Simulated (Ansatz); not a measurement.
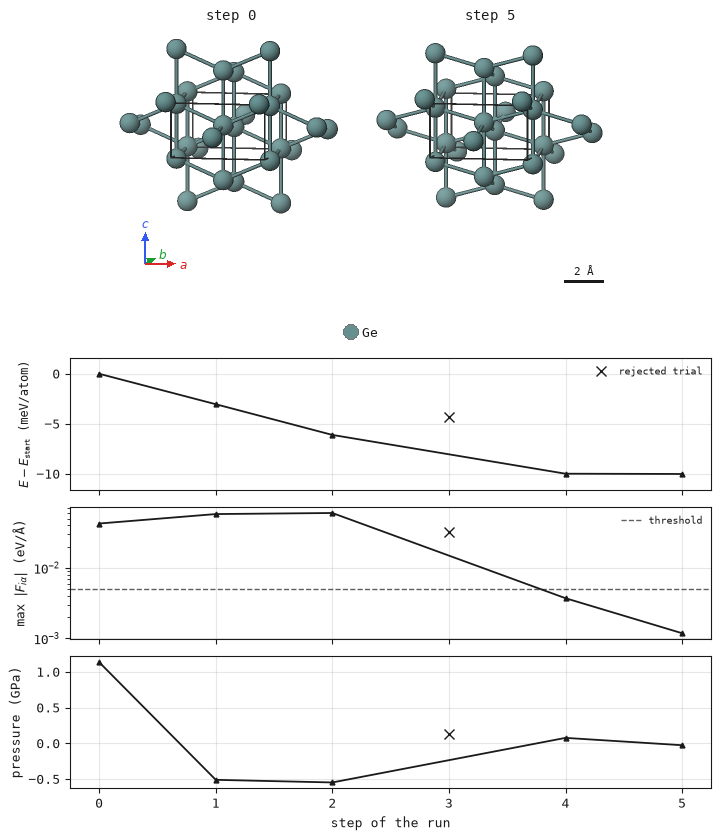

First and last geometry of a relaxation of crystalline Ge (set up in Imma), with the history of the run. The picture is a ball-and-stick view of the conventional cell (2 times the calculation's cell), seen slightly off an axis. Lengths and directions refer to the drawn axes.

Theory: Ansatz 0.2.0, DFT PBE, scalar-relativistic, plane waves, PAW.

Input
```yaml
crystal:
  lattice:
    - [-2.495898, 2.650863, 1.436947]
    - [2.495898, -2.650863, 1.436947]
    - [2.495898, 2.650863, -1.436947]
  atoms:
    - { symbol: Ge, position: [0.185943, 0.935943, 0.25] }
    - { symbol: Ge, position: [0.814057, 0.064057, 0.75] }
basis:
  ecutwfc: 420
kpoints:
  mp_grid: { grid: [16, 16, 16] }
hamiltonian:
  xc: pbe
scf:
  occupations: { method: gaussian, width: 0.1 }
output:
  forces: true
  stress: true
  eigenvalues: true
relax:
  adjacent_minimum: "off"
  f_tol: 0.005
  max_steps: 80
  cell: { stress_tol: 0.05 }
```

Question: What do the curves and the structures tell?

Answer: The run was cut off at its time limit before the program reported convergence, but its last step already meets the force threshold: the largest component is 0.0012 eV/Å against 0.005 eV/Å. The pressure is within 0.03 GPa of its target. The largest moves relative to the cell, 0.17 Å, are those of Ge1 and Ge2. Ge1 goes along −c. The drawn cell changes as follows: a 4.992 → 5.203 Å (+4.2 %), b 5.302 → 5.211 Å (−1.7 %), c 2.874 → 2.847 Å (−0.9 %); the volume changes by +1.5 %. Among the contacts that change: Ge1–Ge1 2.874 → 2.847 Å, Ge1–Ge2 2.676 → 2.700 Å, Ge1–Ge2 (another image) 2.715 → 2.698 Å. Among the angles between lasting bonds that change: Ge2–Ge1–Ge2 133.6° → 149.3°, Ge2–Ge1–Ge2 164.2° → 149.6°, Ge1–Ge1–Ge2 66.8° → 74.6°. The space group stays Imma (No. 74). Over 4 accepted moves (5 points after the start) the energy falls by 10.0 meV per atom. The largest force component goes from 0.043 to 0.0012 eV/Å. The pressure goes from 1.14 to −0.03 GPa. The line search rejected the trial step at point 3 of the run.
